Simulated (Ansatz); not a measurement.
HfO₂

```
Hf O
1.0
     2.54881    2.54881    0.00000
     2.54881   -2.54881    0.00000
     0.00000    0.00000   -5.09761
Hf O
2 4
Direct
  0.50000 0.50000 0.50000
  0.00000 0.00000 0.00000
  0.50000 0.00000 0.77943
  0.00000 0.50000 0.27943
  0.00000 0.50000 0.75000
  0.50000 0.00000 0.25000
```

Space group Imm2; changed on purpose from its base cell (atom 2 (O) moved by (+0.000, -0.150) A along [1 1 0] and z); not relaxed (largest force 1.6 eV/Å).

Level of theory: Ansatz 0.2.0, DFT PBE, scalar-relativistic, plane waves, PAW.

> What can the converged valence pseudo-density and electron localisation function tell about the bonding?

Hf–O (2.12 Å): ρ at the midpoint is about 0.7 e/Å³; the ELF peaks at about 0.85 in the valence shell of O, 0.6 Å from its nucleus, and drops to about 0.20 between the two atoms: no localised pair shows between them.
Hf–O (2.21 Å): ρ is about 0.56 e/Å³ halfway; the ELF peaks at about 0.85 in the valence shell of O, 0.6 Å from its nucleus, and drops to about 0.15 between the two atoms (no shared electron pair shows on this line).

> Does the calculation make it a metal, or give it a gap?

It is gapped, with a Kohn–Sham gap of 3.7 eV on the k-point mesh, an upper bound to the gap of this method.

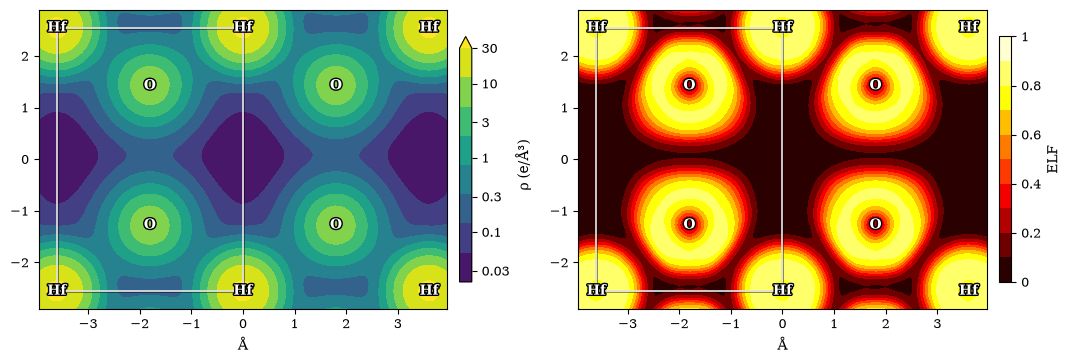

Computed valence pseudo-density and electron localisation function on the (010) plane of the conventional cell, in this order. 
